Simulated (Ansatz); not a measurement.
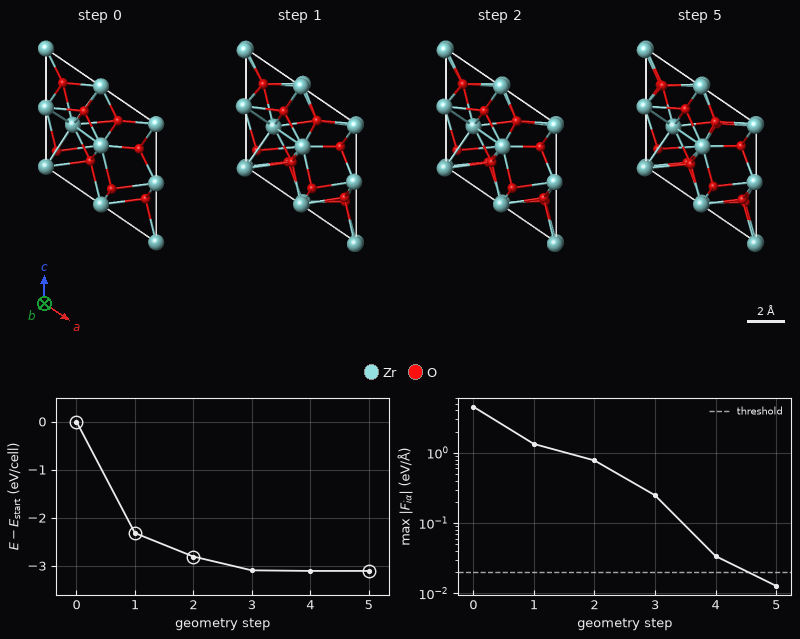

Frames of a relaxation of a defect cell of composition Zr$_{9}$O$_{16}$, marked on the history of the run. A ball-and-stick model of the cell of the calculation, seen along the b axis.

Case: Zr interstitial, charge +0, atoms relaxed. The atoms of the start lie slightly off their symmetric places, so part of the fall in energy undoes that.

Computed with DFT PBE, scalar-relativistic, plane waves, PAW (Ansatz 0.2.0). Settings: plane-wave cutoff 420 eV; k-point mesh 2 × 2 × 2; occupations gaussian; smearing width 0.02 eV; no spin polarisation; atoms relaxed in a fixed cell; force threshold 0.02 eV/Å; at most 60 steps.

**What happens along the run?**

The largest moves, 0.20 Å, are those of O atoms. By element the largest moves are O 0.20 Å, Zr 0.14 Å. The lattice vectors keep their values. Near-neighbour distances that change, for instance: O–Zr 2.007 → 2.243 Å, Zr–Zr 2.468 → 2.701 Å, O–Zr 2.510 → 2.285 Å, O–Zr 2.038 → 2.243 Å. Bond angles that change, for instance: Zr–O–Zr 121.3° → 109.4°, Zr–O–Zr 60.9° → 69.9°, Zr–O–Zr 121.3° → 112.4°. After 5 geometry steps the energy has fallen by 3.106 eV per cell of the calculation. The largest force component goes from 4.5 to 0.013 eV/Å. From step 0 to 1: a Zr atom moves most (0.19 Å), energy −2.317 eV per cell of the calculation. From step 1 to 2: an O atom moves most (0.06 Å), energy −0.489 eV per cell of the calculation. From step 2 to 5: O atoms move most (0.13 Å), energy −0.299 eV per cell of the calculation.

```json
{"step": "0", "E − E(0), meV/atom": "0.00", "largest force component, eV/Å": "4.5234"}
{"step": "1", "E − E(0), meV/atom": "-92.68", "largest force component, eV/Å": "1.3359"}
{"step": "2", "E − E(0), meV/atom": "-112.25", "largest force component, eV/Å": "0.7789"}
{"step": "3", "E − E(0), meV/atom": "-123.72", "largest force component, eV/Å": "0.2489"}
{"step": "4", "E − E(0), meV/atom": "-124.21", "largest force component, eV/Å": "0.0340"}
{"step": "5", "E − E(0), meV/atom": "-124.22", "largest force component, eV/Å": "0.0128"}
```

Limits of the set-up: the periodic images lie only 7.2 Å apart, so the values are limited by the cell's size.
